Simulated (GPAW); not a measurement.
# BN (F-43m): refractive index against wavelength

The refractive index of BN (F-43m) below the direct gap (8.66 eV on the mesh) is read from one computed spectrum, n = √(Re ε).

Symmetry: F-43m, No. 216, cubic system. The conventional cell has a = 3.615 Å, b = 3.615 Å, c = 3.615 Å, α = 90.00°, β = 90.00°, γ = 90.00°. N on site c is surrounded by 4 B at 1.57 Å. Around B on site a lie 4 N at 1.57 Å.

Method: GPAW 26.7.0, LDA, RPA, k-mesh 16×16×16, local fields up to 50 eV, Lorentzian half width 0.15 eV.

Launch of the response step: `OMP_NUM_THREADS=1 python df.py`. The run took 20 s, its band step included, on 1 thread of Arm Neoverse V1, with other jobs on the host.

```
wavelength (nm)  photon energy E (eV)       n
            532                 2.331  2.1711
            450                 2.755  2.1839
            405                 3.061  2.1947
            365                 3.397  2.2082
            308                 4.025  2.2387
            266                 4.661  2.2777
            248                 4.999       ?
```

In the single-oscillator model n² − 1 = E₀E_d/(E₀² − E²), so 1/(n² − 1) = E₀/E_d − E²/(E₀E_d) is linear in E².

Working, on the rows shown:

| x = E² (eV²) | y = 1/(n² − 1) |
| --- | --- |
| 5.43137 | 0.269275 |
| 7.59115 | 0.265293 |
| 9.37179 | 0.262006 |
| 11.5384 | 0.257988 |
| 16.2043 | 0.249266 |
| 21.7255 | 0.238782 |

Means: x̄ = 11.977, ȳ = 0.2571. Σ(x − x̄)(y − ȳ) = -0.3405, Σ(x − x̄)² = 182. Slope = -0.3405 / 182 = -0.001871; intercept = ȳ − slope · x̄ = 0.27951. Turned back into n, the line misses the rows shown by at most 0.0003.

**Question.** Fill in the last column of the withheld row.

**Answer.** At x = 24.994 the line gives y = 0.23275, that is 2.3014. The run gave 2.3025, so the extrapolation is off by 0.0011, 0.8 % of the range in the table.

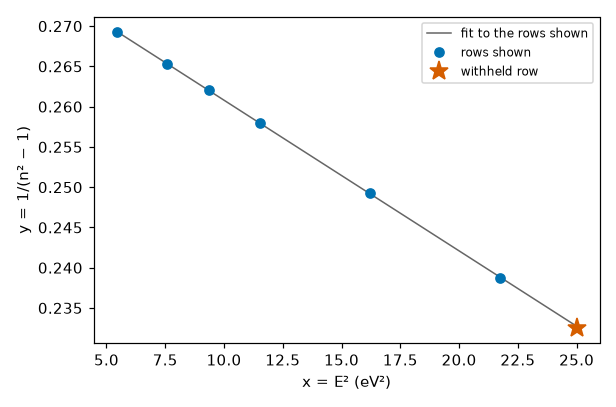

Refitted with all rows, the slope is -0.00188 and the intercept 0.2796. These give E₀ = √(intercept/−slope) = 12.19 eV and E_d = E₀/intercept = 43.6 eV; E₀ is 1.4 times the direct gap. The electronic limit at long wavelengths, without lattice vibrations, is n = √(1 + 1/intercept) = 2.139. Excitons are left out; LDA gaps are as a rule too small. The values come from a sum over the points of one k-mesh and carry its error, which grows as the direct gap shrinks. The local-field cutoff holds few shells of reciprocal vectors for this small cell, so ε∞ can read a few per cent high.

[Logs are printed without paths, hosts, clocks, repeated set-up lines and the standing remarks that a program may print on its own settings, such as how far it seeks lower states.]
